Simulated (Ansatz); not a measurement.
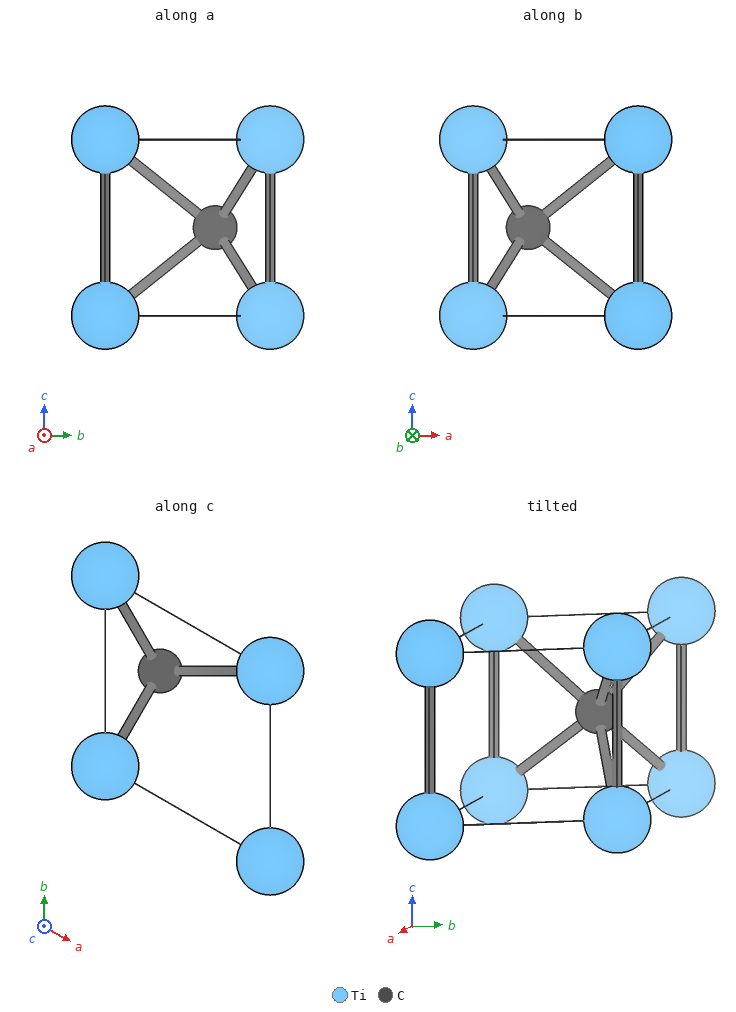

Drawn in the ball-and-stick manner and seen along the a axis, along the b axis, along the c axis and slightly off an axis. Lines trace the edges of the conventional unit cell.

Lattice parameters: a = 3.0006 Å, b = 3.0006 Å, c = 2.7747 Å, α = 90.000°, β = 90.000°, γ = 120.000°.

**Write the structure as a CIF with its space group and independent sites.**

```cif
data_structure
_symmetry_space_group_name_H-M 'P -6 m 2'
_symmetry_Int_Tables_number 187
_cell_length_a 3.0006
_cell_length_b 3.0006
_cell_length_c 2.7747
_cell_angle_alpha 90.000
_cell_angle_beta 90.000
_cell_angle_gamma 120.000
_cell_volume 21.64
loop_
_atom_site_label
_atom_site_type_symbol
_atom_site_symmetry_multiplicity
_atom_site_Wyckoff_symbol
_atom_site_fract_x
_atom_site_fract_y
_atom_site_fract_z
_atom_site_occupancy
Ti1 Ti 1 a 0.0000 0.0000 0.0000 1
C1 C 1 d 0.3333 0.6667 0.5000 1
```

The structure comes from a structure type filled with these elements by a generator (whether the compound takes this form wasn't checked). The cell was then strained or its atoms displaced on purpose. Ansatz was used for an electronic-structure calculation on it.
